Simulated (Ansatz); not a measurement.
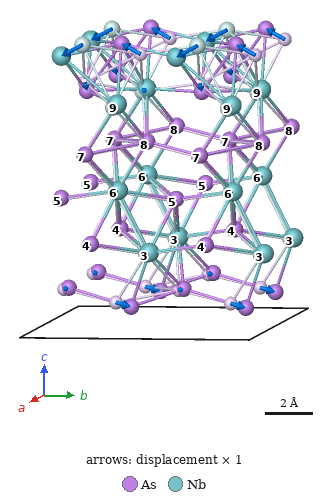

A relaxation of a slab of composition NbAs2 (cut from the C2/m phase). The starting structure is drawn faded, the final one solid; blue arrows show the displacements, at their true length.

A ball-and-stick model of the 2 × 2 repeat of the cell, outlined in the plane, without the vacuum, seen slightly off an axis.

Case: (0 0 1) slab, atoms relaxed. The slab is the (0 0 1) face of NbAs2.

Method: Ansatz, DFT PBEsol, scalar-relativistic, plane waves, PAW. Set-up: plane-wave cutoff 420 eV; k-point mesh 11 × 8 × 1; occupations gaussian; smearing width 0.1 eV; no spin polarisation; dipole correction; atoms relaxed in a fixed cell; force threshold 0.02 eV/Å; at most 60 steps.

Describe the change and its energy.

Answer. The largest move relative to the layer's centre is that of a Nb atom, 1.14 Å at 59° to the normal (−c side). Largest moves by element: Nb 1.14 Å, As 0.97 Å. The cell stays as it was. Near-neighbour distances that change, for instance: Nb–Nb 4.504 → 3.280 Å, As–As 3.044 → 4.143 Å, As–As 2.450 → 2.966 Å, As–As 3.359 → 3.003 Å. Among the angles between lasting bonds that change: Nb–Nb–As 105.9° → 152.2°, As–Nb–As 68.1° → 107.6°, Nb–As–Nb 111.9° → 73.5°. Over 11 accepted moves (13 points after the start) the energy falls by 1.071 eV per cell of the calculation. The largest force component goes from 1.4 to 0.017 eV/Å. The line search rejected the trial step at point 9 of the run. 1 step only repeated the SCF at the same geometry. Cost: 33 min on 1 thread of Intel(R) Xeon(R) 6975P-C (Granite Rapids), with other jobs on the host, peak memory 1.6 GiB.
